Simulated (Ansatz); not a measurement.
# Au(111) with 4 layers of random Au-Rh, 2x2: scattering by chemical disorder

Aim: the residual resistivity of a random alloy, from Au(111) with 4 layers of random Au-Rh, 2x2 and longer regions.

Calculated with Ansatz 0.2.0; Ansatz plane-wave DFT, PBE, PAW files; ballistic transport by layer matching (Landauer), zero bias; PAW set soft_1.

## Step 1: The structure

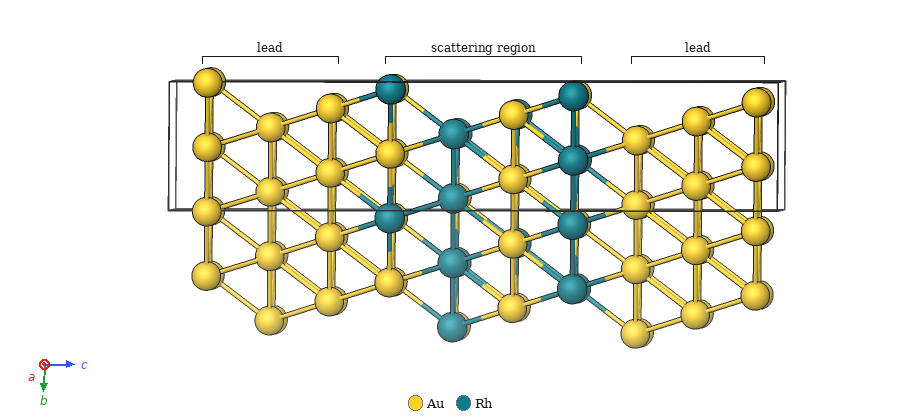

The starting structure, seen from the side, with the c axis across the page (gold yellow, rhodium blue). 1×2×1 cells are drawn.

The cell holds 40 atoms: 32 Au and 8 Rh. Cell: a = 5.768 Å, b = 5.768 Å, c = 23.605 Å, α = 93.5°, β = 86.5°, γ = 120.0°. It derives from Au. Regions: lead, 24 atoms (24 Au); scattering region, 16 atoms (8 Rh and 8 Au). The structure is stacked along c, and the current runs across the ab planes.

## Step 2: With 4 alloy layers

In 4 layers a share of 0.5 of the sites is given to Rh at random. The layers about the cell's end stay perfect and serve as the lead. Disorder leaves little or no symmetry, which makes such runs dear. Energies from -0.05 to 0.05 eV in steps of 0.05 eV are too few for the program's thermal sum, so it prints no conductance; for a metal the transmission near the Fermi level serves, at a fraction of the cost.

Input file input.yaml:

```yaml
crystal:
  lattice:
    - [5.7675164607, 0.0, 0.0]
    - [-2.8837582304, 4.9948157718, 0.0]
    - [1.4418791152, -0.8324692953, 23.5457873532]
  atoms:
    - { symbol: Au, position: [0.9916666667, 0.0083333333, 0.05] }
    - { symbol: Au, position: [0.9916666667, 0.5083333333, 0.05] }
    - { symbol: Au, position: [0.4916666667, 0.0083333333, 0.05] }
    - { symbol: Au, position: [0.4916666667, 0.5083333333, 0.05] }
    - { symbol: Au, position: [0.1416666667, 0.3583333333, 0.15] }
    - { symbol: Au, position: [0.1416666667, 0.8583333333, 0.15] }
    - { symbol: Au, position: [0.6416666667, 0.3583333333, 0.15] }
    - { symbol: Au, position: [0.6416666667, 0.8583333333, 0.15] }
    - { symbol: Au, position: [0.2916666667, 0.2083333333, 0.25] }
    - { symbol: Au, position: [0.2916666667, 0.7083333333, 0.25] }
    - { symbol: Au, position: [0.7916666667, 0.2083333333, 0.25] }
    - { symbol: Au, position: [0.7916666667, 0.7083333333, 0.25] }
    - { symbol: Rh, position: [0.9416666667, 0.0583333333, 0.35] }
    - { symbol: Au, position: [0.9416666667, 0.5583333333, 0.35] }
    - { symbol: Au, position: [0.4416666667, 0.0583333333, 0.35] }
    - { symbol: Au, position: [0.4416666667, 0.5583333333, 0.35] }
    - { symbol: Rh, position: [0.0916666667, 0.4083333333, 0.45] }
    - { symbol: Au, position: [0.0916666667, 0.9083333333, 0.45] }
    - { symbol: Rh, position: [0.5916666667, 0.4083333333, 0.45] }
    - { symbol: Rh, position: [0.5916666667, 0.9083333333, 0.45] }
    - { symbol: Rh, position: [0.2416666667, 0.2583333333, 0.55] }
    - { symbol: Au, position: [0.2416666667, 0.7583333333, 0.55] }
    - { symbol: Au, position: [0.7416666667, 0.2583333333, 0.55] }
    - { symbol: Au, position: [0.7416666667, 0.7583333333, 0.55] }
    - { symbol: Rh, position: [0.8916666667, 0.1083333333, 0.65] }
    - { symbol: Rh, position: [0.8916666667, 0.6083333333, 0.65] }
    - { symbol: Au, position: [0.3916666667, 0.1083333333, 0.65] }
    - { symbol: Rh, position: [0.3916666667, 0.6083333333, 0.65] }
    - { symbol: Au, position: [0.0416666667, 0.4583333333, 0.75] }
    - { symbol: Au, position: [0.0416666667, 0.9583333333, 0.75] }
    - { symbol: Au, position: [0.5416666667, 0.4583333333, 0.75] }
    - { symbol: Au, position: [0.5416666667, 0.9583333333, 0.75] }
    - { symbol: Au, position: [0.1916666667, 0.3083333333, 0.85] }
    - { symbol: Au, position: [0.1916666667, 0.8083333333, 0.85] }
    - { symbol: Au, position: [0.6916666667, 0.3083333333, 0.85] }
    - { symbol: Au, position: [0.6916666667, 0.8083333333, 0.85] }
    - { symbol: Au, position: [0.8416666667, 0.1583333333, 0.95] }
    - { symbol: Au, position: [0.8416666667, 0.6583333333, 0.95] }
    - { symbol: Au, position: [0.3416666667, 0.1583333333, 0.95] }
    - { symbol: Au, position: [0.3416666667, 0.6583333333, 0.95] }
kpoints:
  mp_grid: { grid: [5, 5, 1] }
hamiltonian:
  xc: pbe
  pseudopotentials: { kind: paw, azcp: { folder: soft_1 } }
scf:
  occupations: { method: fermi_dirac, width: 0.1 }
output:
  transmission:
    leads: [[0, 4]]
    kmesh: [10, 10]
    e_range: [-0.05, 0.05]
    de: 0.05
  write_potential: true
  write_density: true
  volumetric_format: npy
```

On the command line:

```console
> ansatz run input.yaml --threads 4 --pin off --max-ram 15360MiB --backend cpu --events-out ev --progress --plain --runs-dir out
```

Numbers of over 12 decimals in the logs are rounded to 6 here.

Log:

```text
Engine: ansatz 0.2.0, aarch64-unknown-linux-gnu
Pseudopotentials: kind: paw
Pseudopotential: Au, paw, valence charge 19, recommended cutoff 420 eV (normal), soft_1/Au.paw.azcp
Pseudopotential: Rh, paw, valence charge 17, recommended cutoff 420 eV (normal), soft_1/Rh.paw.azcp
Functional definition: PBE
  parameter kappa = 0.804
  parameter beta = 0.066725
  exchange = pbe_x(kappa = kappa, mu = beta*pi^2/3)
  correlation = pbe_c(beta = beta)
Crystal: 40 atoms, lattice volume = 678.300 Å³
Basis set: ecut = 420 eV, 13321 PW (Γ)
Bands: 447, of which v1, the nominal top of the filled ones, is band 372 counted from 1 (371 counted from 0)
Symmetry: 1 space group operations
Space group: P1 (ITA 1), of the structure as read, at distance tolerance 8.8e-5 Å
k-points: 13 of 25 (time reversal used)
Non-local potential: Au, projectors of the file, l = 0: 3, l = 1: 2, l = 2: 2, l = 3: 1
Non-local potential: Rh, projectors of the file, l = 0: 3, l = 1: 2, l = 2: 2, l = 3: 1
PAW form: soft (Blöchl's): semilocal exchange-correlation on the pseudo side does not see the compensation charge
PAW one-centre angular grid: Au, 590 points (default); XC on 64 Gauss nodes
PAW one-centre angular grid: Rh, 590 points (default); XC on 64 Gauss nodes
Initial density: superposition of atomic densities (chi_scale 0.1, normalization cell, long waves of neutral atoms (reshape's long-wave potential 6.51 eV rms, cloud 2.78 Å wide))
Initial wavefunctions: pseudopotential atomic-orbital guess
Functional: x = pbe(κ = 0.804, μ = 0.219515), c = pbe(β = 0.066725)
SCF iter   1: F=—  HF=-472100.486687 eV  |F-HF|=—  |Δ(HF+E_count)|=         —  Δρ=1.36e-1  dr2=1.14e3  ethr=3.10e-3  ⟨swp⟩=4.0  Hψ=17200  notcnv=0  defer=163
preconditioner: auto → Kerker (q_TF=auto, 2.771 Å⁻¹)  [metal: Δε(μ)=0.015 eV  Ē_g=9.190 eV  σ=0.100 eV  W_gap=0.04  n_scr=260 (ndim 8)  ℏωp=29.4 eV  f_vac=0.000  D(μ)=31.92/eV (n_scr^D=292)]
SCF iter   2: F=—  HF=-472069.973374 eV  |F-HF|=—  |Δ(HF+E_count)|=    3.05e1  Δρ=5.87e-2  dr2=3.65e2  ethr=3.10e-3  ⟨swp⟩=2.2  Hψ=9350  notcnv=0  defer=640
SCF iter   3: F=—  HF=-472059.776476 eV  |F-HF|=—  |Δ(HF+E_count)|=    1.02e1  Δρ=2.88e-2  dr2=1.30e1  ethr=3.10e-3  ⟨swp⟩=3.0  Hψ=9839  notcnv=0  defer=645
SCF iter   4: F=—  HF=-472058.576658 eV  |F-HF|=—  |Δ(HF+E_count)|=    1.20e0  Δρ=1.36e-2  dr2=2.94e1  ethr=1.74e-3  ⟨swp⟩=2.4  Hψ=7432  notcnv=0  defer=627
SCF iter   5: F=—  HF=-472058.296089 eV  |F-HF|=—  |Δ(HF+E_count)|=   2.81e-1  Δρ=3.42e-3  dr2=1.77e0  ethr=1.74e-3  ⟨swp⟩=1.0  Hψ=5184  notcnv=0  defer=627
SCF iter   6: F=—  HF=-472058.261091 eV  |F-HF|=—  |Δ(HF+E_count)|=   3.50e-2  Δρ=1.32e-3  dr2=3.31e-1  ethr=2.38e-4  ⟨swp⟩=1.5  Hψ=6708  notcnv=0  defer=623
SCF iter   7: F=—  HF=-472058.254523 eV  |F-HF|=—  |Δ(HF+E_count)|=   6.57e-3  Δρ=5.76e-4  dr2=9.43e-3  ethr=4.44e-5  ⟨swp⟩=1.0  Hψ=5185  notcnv=0  defer=623
SCF iter   8: F=—  HF=-472058.253710 eV  |F-HF|=—  |Δ(HF+E_count)|=   8.13e-4  Δρ=2.27e-4  dr2=1.44e-3  ethr=1.27e-6  ⟨swp⟩=1.5  Hψ=5438  notcnv=0  defer=623
SCF iter   9: F=—  HF=-472058.253614 eV  |F-HF|=—  |Δ(HF+E_count)|=   9.55e-5  Δρ=7.90e-5  dr2=2.24e-4  ethr=1.94e-7  ⟨swp⟩=1.3  Hψ=5389  notcnv=0  defer=623
SCF iter  10: F=—  HF=-472058.253628 eV  |F-HF|=—  |Δ(HF+E_count)|=   1.35e-5  Δρ=2.52e-5  dr2=1.47e-5  ethr=3.01e-8  ⟨swp⟩=1.0  Hψ=5185  notcnv=0  defer=623
SCF iter  11: F=—  HF=-472058.253982 eV  |F-HF|=—  |Δ(HF+E_count)|=   3.54e-4  Δρ=9.08e-6  dr2=2.10e-6  ethr=1.97e-9  ⟨swp⟩=1.0  Hψ=5525  notcnv=0  defer=623
SCF iter  12: F=—  HF=-472058.253981 eV  |F-HF|=—  |Δ(HF+E_count)|=   6.78e-8  Δρ=2.54e-6  dr2=4.01e-7  ethr=2.83e-10  ⟨swp⟩=1.0  Hψ=5185  notcnv=0  defer=623
SCF iter  13: F=-472058.253981 eV  HF=-472058.253981 eV  |F-HF|=6.96e-8  |Δ(HF+E_count)|=   1.48e-8  Δρ=1.04e-6  dr2=7.22e-8  ethr=1.34e-11  ⟨swp⟩=9.7  Hψ=22874  notcnv=0
SCF 1 converged in 13 iterations: F = -472058.253981 eV  dr2 = 7.22e-8
  greatest PAW one-centre occupation: 1.000 electrons in one spin orbital (limit 2), on the Au atom at site 17 (counted from 0), in its partial waves of l = 0
transmission: 183 of 1768 steps passed
transmission: 360 of 1768 steps passed
[...]
transmission: 1768 of 1768 steps passed
SCF converged after 13 iterations
Free energy (F): -472058.253981 eV
Harris-Foulkes:  -472058.253981 eV  (|F-HF|=6.96e-8)
Internal energy: -472057.162636 eV  (E = F + TS)
E sigma→0 (E₀):  -472057.708309 eV
Entropy (-TS):   -1.091345 eV (-27.284 meV/atom)
Fermi energy:    19.829186 eV
--- Per-component energies (eV) ---
  E_band       = -7945.185969
  E_kinetic    = 22757.680048
  E_local      = -69293.349841  (includes V_loc(G=0)·N_el)
  E_nonlocal   = 5533.782742
  E_hartree    = 29202.863529
  E_xc         = -8491.076271
  E_vxc        = -10375.903059  (∫ρ·V_xc dr)
  E_paw        = -340232.308208  (= ΣΔE_a)
  E_vpaw       = -14973.177817  (= ΣTr[D̂ρ^β])
  E_aug_tail   = 0.055002  (compensation charges beyond the density's cutoff)
  E_ewald      = -111534.809637
  E_smearing   = -1.091345  (= −TS)
  E_closure    = 0.000000  (closes the sum)
  Σ components = -472058.253981   (vs F -472058.253981, Δ=0.00e0)
--- Band table (eV; the first three rows and the last of 13) ---
  k-point 0: bands = [... 368 lower, 19.8954, 19.9795, 19.9898, 19.9973, 20.0407, 20.3925, 20.4033, 20.5294, ... 71 higher]
  k-point 1: bands = [... 368 lower, 19.7205, 19.7671, 19.8451, 19.8644, 19.9065, 19.9824, 20.0136, 20.0563, ... 71 higher]
  k-point 2: bands = [... 368 lower, 19.6163, 19.6557, 19.6754, 19.6908, 19.8019, 19.8876, 19.9150, 20.0511, ... 71 higher]
  k-point 12: bands = [... 368 lower, 19.5233, 19.6110, 19.6742, 19.7193, 19.8420, 19.9529, 20.0136, 20.1234, ... 71 higher]
--- Transmission ---
  basis      : 253 plane waves across, 34 finite elements along
  points     : 52, standing for a mesh of 10 x 10
  energies   : 3 from -0.050000 to 0.050000 eV about the Fermi level, 0.050000 eV apart; the leads are filled to 0.000000 eV, and channels, transmission and decay are at 0.000000 eV
  crystal 0  : Au4, at the sites [0, 4], period 2.3546 Å, over 14.13 Å; its Hamiltonian steps by up to 15.2 meV
    offset         : up to 0.0000 Å between an atom of the period and one for which it stands
    channels       : 3.210000e0 a spin
    conductance    : none, the energies end too early or step too widely for 300 K: set another output.transmission.e_range or a lower de, or, where they end at an eighth of basis.ecutwfc, a higher one
  junction   : crystal 0 to crystal 0, 0.70 to 21.89 Å
    transmission   : 1.655247e0 a spin
    conductance    : none, the energies end too early or step too widely for 300 K: set another output.transmission.e_range or a lower de, or, where they end at an eighth of basis.ecutwfc, a higher one
```

Elapsed: 15 min, on 4 threads of Arm Neoverse V1, shared host; peak memory 6.5 GiB.

Numbers from this step:

```yaml
free_energy: -472058.2540 eV
energy_at_zero_smearing: -472057.7083 eV
fermi_energy: 19.83 eV
cell_area: 28.81 Å²
transmission_per_spin_nearest_the_fermi_level: 1.655
open_channels_per_spin_nearest_the_fermi_level: 3.21
step_of_the_lead_s_potential: 15.2 meV
```

Per spin. The transmission, zone mean by energy, zero at the Fermi level:

| energy (eV) | transmission, zone mean |
| --- | --- |
| -0.0500 | 1.74 |
| 0.0000 | 1.66 |
| 0.0500 | 1.75 |

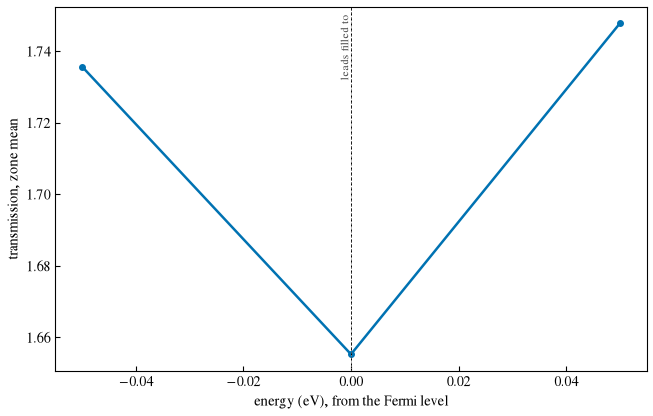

Transmission, zone mean, plotted against energy.

Per spin. The open channels, zone mean, lead stays at 3.21 for energy from -0.05 to 0.05 eV.

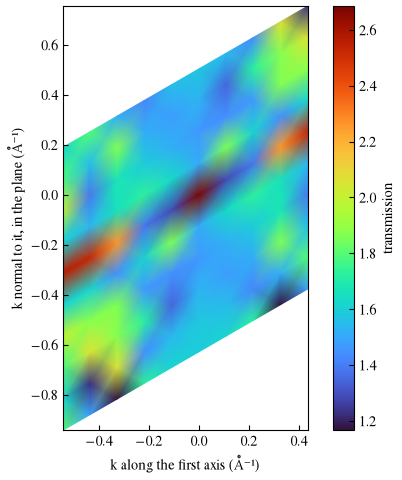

Transmission over k1 and k2. At 0.0000 eV from the Fermi level.

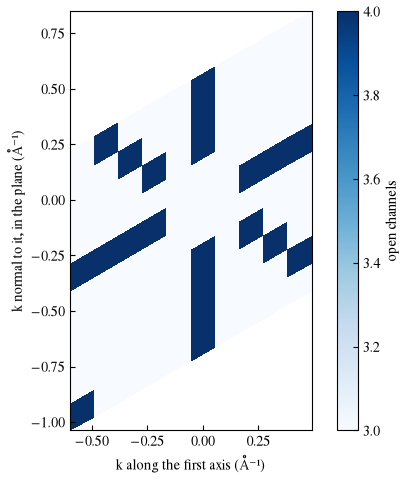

Open channels over k1 and k2. At 0.0000 eV from the Fermi level.

Over the solved energies the transmission per spin lies between 1.66 and 1.75, out of 3.21 channels of the lead on average (up to 3.21).

(Part 1 of 2 ends here.)

[Logs are printed without paths, hosts, clocks, repeated set-up lines and the standing remarks that a program may print on its own settings, such as how far it seeks lower states.]

[Hosts, paths, dates, database ids (printed as entryN), source tags and the programs' standing remarks are cut or masked in the printed files.]
